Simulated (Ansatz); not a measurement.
## TaC: geometry relaxation (part 2 of 2)

Continued. System: TaC (Fm-3m, 2 atoms in the cell). Method: DFT PBE, scalar-relativistic, plane waves, PAW, no spin polarisation (Ansatz 0.2.0); cutoff 420 eV, 16×16×16 k-mesh, Gaussian smearing of 0.1 eV. The structure derives from an entry of the Crystallography Open Database.

Geometry of the input (Å; fractional positions):
```
0.0000  2.2270  2.2270
2.2270  0.0000  2.2270
2.2270  2.2270  0.0000
Ta 0.0000  0.0000  0.0000
C  0.5000  0.5000  0.5000
```

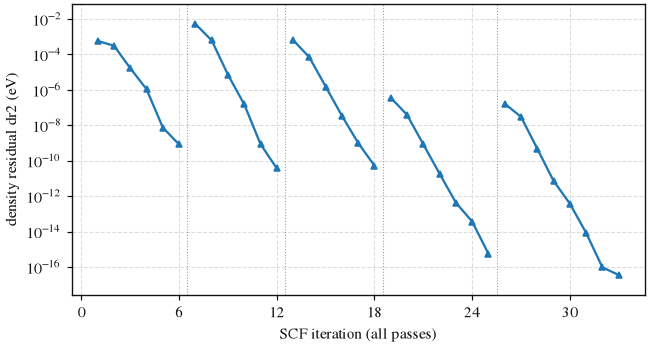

Convergence of the self-consistent field: density residual dr2 against the SCF iteration. The dotted lines part the SCF passes of the relaxation: geometry steps, rejected trials and re-solves on a re-selected basis. The 5 passes take 6 to 8 iterations each, 33 in all.

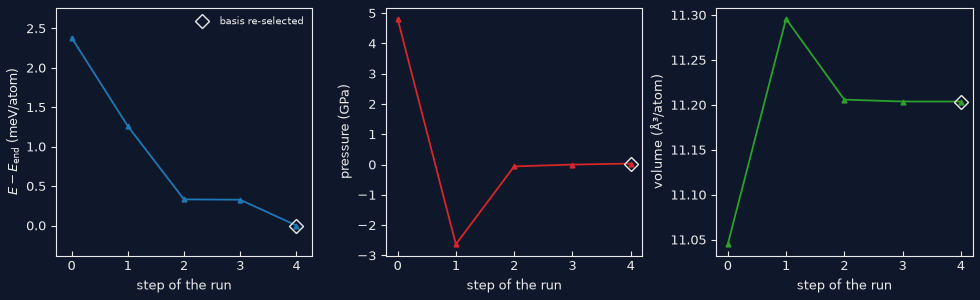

Progress of the relaxation, step by step (the first geometry is step 0 here and step 1 in the log). Over 3 geometry steps the energy falls by 2.1 meV per atom. All forces vanish by symmetry, so only the cell relaxes. The pressure goes from 4.81 to 0.03 GPa. The atoms keep their places relative to the cell (all moves are under 0.005 Å). The volume changes by +1.4 %, with a = b = c 4.454 → 4.475 Å (+0.5 %). Distances before and after: Ta1–C2 2.227 → 2.238 Å. The space group stays Fm-3m (No. 225). A last SCF at the same geometry on a re-selected plane-wave basis shifts the energy by −0.3 meV per atom. (Atoms are counted from 1 in the order of the input.)

```
basis re-selected at this cell: Δ(F+E_penalty+E_count) = -6.542e-4 eV, ΔP = +0.034 GPa vs the last step (what re-selecting the basis moved, of the pressure what is left beyond the Pulay correction that the steps carried, after the strain that the cell walked since its last selection, with what the two solves' SCF thresholds leave and, on support functions, any second-order correction that the steps lacked; it is no measure of the basis error at this ecutwfc). This SCF's stress stands 3.47e-2 GPa from its target on what of the cell is left free (relax.cell.stress_tol is 5.00e-2 GPa) and its largest allowed force component is 3.52e-30 eV/Å (relax.f_tol is 5.00e-3 eV/Å): within both
SCF converged after 8 iterations
Free energy (F): -10184.391018 eV
Harris-Foulkes:  -10184.391018 eV  (|F-HF|=9.09e-12)
Internal energy: -10184.389382 eV  (E = F + TS)
E sigma→0 (E₀):  -10184.390200 eV
Entropy (-TS):   -0.001636 eV (-0.818 meV/atom)
Fermi energy:    19.712961 eV
--- Per-component energies (eV) ---
  E_band       = -68.964746
  E_kinetic    = 456.189828
  E_local      = -560.849738  (includes V_loc(G=0)·N_el)
  E_nonlocal   = 40.799244
  E_hartree    = 190.104217
  E_xc         = -267.894886
  E_vxc        = -265.472963  (∫ρ·V_xc dr)
  E_paw        = -8495.820071  (= ΣΔE_a)
  E_vpaw       = -119.839715  (= ΣTr[D̂ρ^β])
  E_aug_tail   = 0.000164  (compensation charges beyond the density's cutoff)
  E_ewald      = -1546.918140
  E_smearing   = -0.001636  (= −TS)
  E_closure    = 0.000000  (closes the sum)
  Σ components = -10184.391018   (vs F -10184.391018, Δ=0.00e0)
--- Forces (eV/Å), atoms counted from 1 ---
  atom   1  Ta    -0.00000000     0.00000000     0.00000000
  atom   2  C      0.00000000    -0.00000000     0.00000000
  max |Σ_I F_I| component: 6.11e-30 eV/Å
--- Stress (GPa, compression-positive) ---
        0.034660      -0.000000      -0.000000
       -0.000000       0.034660      -0.000000
       -0.000000      -0.000000       0.034660
  P = ⅓ Tr σ = 0.0347 GPa (0.347 kbar)
--- Band table (eV; the first three rows and the last of 145) ---
  k-point 0: bands = ["-49.0535", "-15.3249", "-15.3249", "-15.3249", "5.0271", "18.4272", "18.4272", "18.4272", "19.2494", "19.2494", "19.2494", "20.3822", "20.3822"]
  k-point 1: bands = ["-49.0519", "-15.3524", "-15.3277", "-15.3277", "5.1346", "17.8255", "18.1653", "18.1653", "18.9055", "18.9055", "19.6129", "21.2019", "21.2019"]
  k-point 2: bands = ["-49.0472", "-15.4298", "-15.3356", "-15.3356", "5.4492", "16.7986", "17.3025", "17.3025", "19.0806", "19.0806", "20.0240", "22.5233", "22.5233"]
  k-point 144: bands = ["-48.9956", "-15.7487", "-15.7487", "-15.5726", "7.9751", "14.4977", "14.7712", "14.7712", "21.3202", "21.3202", "23.7678", "24.6088", "25.9724"]
--- Relaxed structure (4 steps of the walk, 4 accepted, 1 SCFs on fresh bases) ---
  F+E_penalty+E_count = -10184.39101807 eV   max|allowed force component| = 3.517e-30 eV/Å   (the final SCF, on the basis selected at the relaxed cell)
  cell:  # Å, volume = 22.4075 Å³
    - [-4.331066227961252e-33, 2.2376290142360102, 2.2376290142360102]
    - [2.2376290142360102, -2.7464254295277268e-33, 2.2376290142360102]
    - [2.2376290142360102, 2.2376290142360102, -2.593564268540859e-33]
  atoms:
    - { symbol: Ta, position: [-6.305903957465061e-36, 4.053795401225254e-36, 8.107590802456467e-36] }
    - { symbol: C, position: [0.5, 0.5, 0.5] }
```

## Trajectory as extended XYZ (Å, eV, eV/Å), 5 frames, from step=1 to step=5
```
2
Lattice="0.0000 2.2270 2.2270 2.2270 0.0000 2.2270 2.2270 2.2270 0.0000" Properties=species:S:1:pos:R:3:forces:R:3 step=1 energy=-10184.38625 pressure_GPa=4.81
Ta    0.0000    0.0000    0.0000    0.0000   0.0000   0.0000
C     2.2270    2.2270    2.2270    0.0000   0.0000   0.0000
2
Lattice="0.0000 2.2437 2.2437 2.2437 0.0000 2.2437 2.2437 2.2437 0.0000" Properties=species:S:1:pos:R:3:forces:R:3 step=2 energy=-10184.38849 pressure_GPa=-2.63
Ta    0.0000    0.0000    0.0000    0.0000   0.0000   0.0000
C     2.2437    2.2437    2.2437    0.0000   0.0000   0.0000
2
Lattice="0.0000 2.2378 2.2378 2.2378 0.0000 2.2378 2.2378 2.2378 0.0000" Properties=species:S:1:pos:R:3:forces:R:3 step=3 energy=-10184.39035 pressure_GPa=-0.06
Ta    0.0000    0.0000    0.0000    0.0000   0.0000   0.0000
C     2.2378    2.2378    2.2378    0.0000   0.0000   0.0000
2
Lattice="0.0000 2.2376 2.2376 2.2376 0.0000 2.2376 2.2376 2.2376 0.0000" Properties=species:S:1:pos:R:3:forces:R:3 step=4 energy=-10184.39036 pressure_GPa=0.00
Ta    0.0000    0.0000    0.0000    0.0000   0.0000   0.0000
C     2.2376    2.2376    2.2376    0.0000   0.0000   0.0000
2
Lattice="0.0000 2.2376 2.2376 2.2376 0.0000 2.2376 2.2376 2.2376 0.0000" Properties=species:S:1:pos:R:3:forces:R:3 step=5 energy=-10184.39102 pressure_GPa=0.03
Ta    0.0000    0.0000    0.0000    0.0000   0.0000   0.0000
C     2.2376    2.2376    2.2376    0.0000   0.0000   0.0000
```

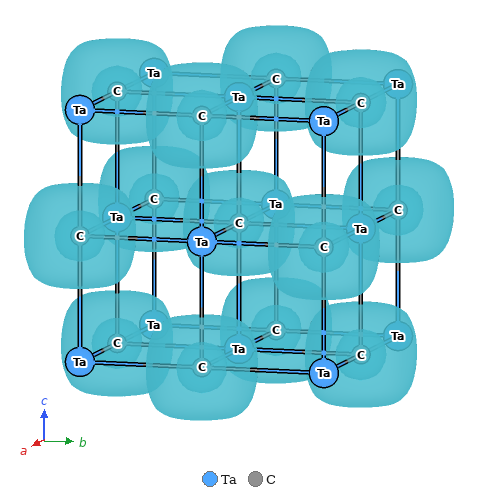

Isosurface of the electron localisation function at 0.6 (cyan), seen slightly off an axis. Core shells and regions of very low density are left out. Sticks mark near contacts. The outline is the cell set on symmetry axes. Values along the shortest contacts: Ta–C (2.24 Å): the ELF is about 0.25 at the midpoint; no shared pair; the contact is polar. Core electrons are frozen (PAW), so the fields are smoothed inside the atomic spheres.

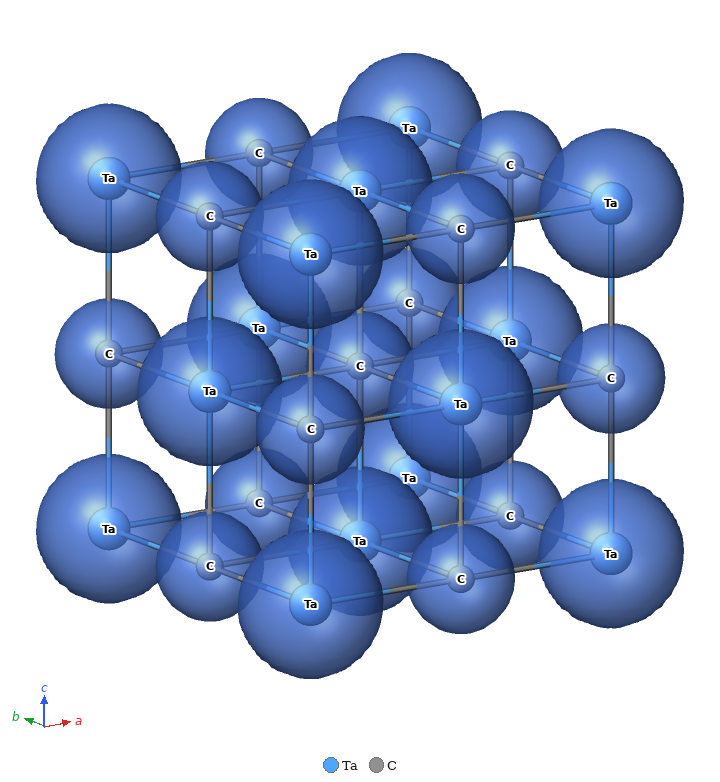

Isosurface of the valence pseudo-density at 1 e/Å³ (blue), seen at an oblique angle. Sticks mark near contacts. The outline is the cell set on symmetry axes. At this value the density breaks into separate islands; it holds about 55 % of the electrons treated as valence (semicore included). It is pinched off along the Ta–C (2.24 Å) contacts. On the grid the lowest density along these lines, outside the cores, is 0.55 e/Å³ (Ta–C, 2.24 Å).

## Key numbers

| quantity | value |
| --- | --- |
| outcome | converged |
| space group (tolerance 0.01 Å) | Fm-3m (225) |
| electrons treated | 17 |
| free energy | −10184.3910 eV |
| Fermi energy | 19.713 eV |
| gap on the k-point mesh | none (metallic) |
| pressure | 0.03 GPa |
| final volume | 22.41 Å³ |
| largest force (length of the vector) at the end | under 0.001 eV/Å |
| final cell | a = 3.164 Å, b = 3.164 Å, c = 3.164 Å, α = 60.00°, β = 60.00°, γ = 60.00° |
| wall time | 8.2 s (CPU time 16 s) |
| peak memory | 0.34 GiB |

## Notes

Spin–orbit coupling is left out, which matters for Ta.
